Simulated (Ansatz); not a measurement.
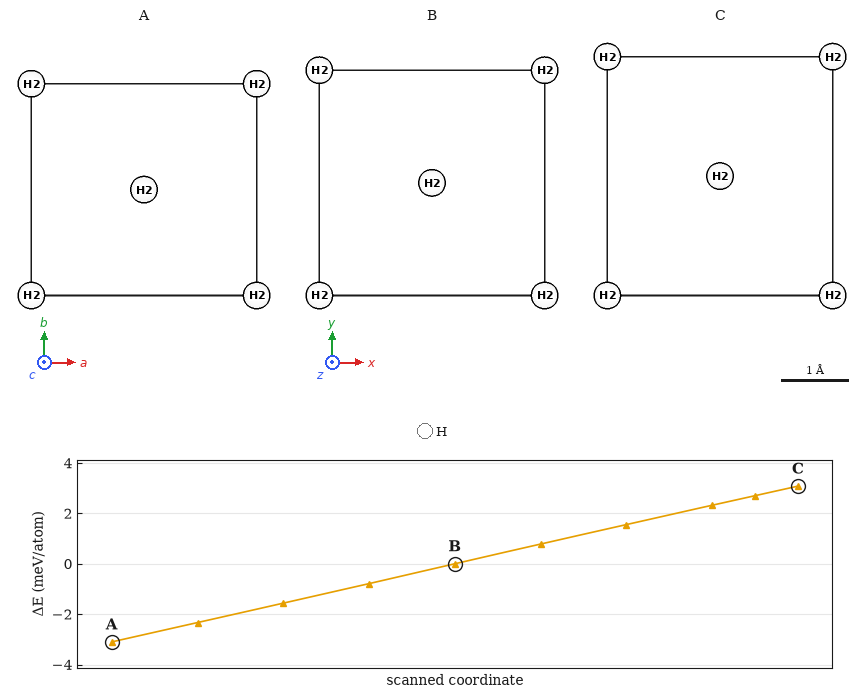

A scan of solid H (I4/mmm) along one coordinate. x, y and z are the Cartesian axes of the input. A ball-and-stick model of the conventional cell (2 times the calculation's cell), seen along the c axis. Lengths and directions refer to the drawn axes.

All numbers below come from Ansatz 0.2.0, DFT LDA, scalar-relativistic, plane waves, PAW. (plane-wave cutoff 420 eV; k-point mesh 10 × 10 × 10; occupations gaussian; smearing width 0.05 eV; no spin polarisation). Energies (free energies at the smearing named) are counted from the cell as listed in its source, which wasn't relaxed.

Question: What is being scanned?

Answer: The cell is strained along y alone, with the atoms kept at their fractional coordinates. In the frames the strain is −0.06 (A), 0.00 (B), 0.06 (C). The lowest computed point lies at the strain −0.06 (−3.10 meV/atom). The energy is still falling at the end of the range, so the minimum along this coordinate lies there or beyond. The unrelaxed reference is under a pressure of 0.9 GPa, which tilts the curve. The distortion takes the space group from I4/mmm to Immm. At the strain −0.06 the cell of the drawing goes b 3.383 → 3.180 Å.
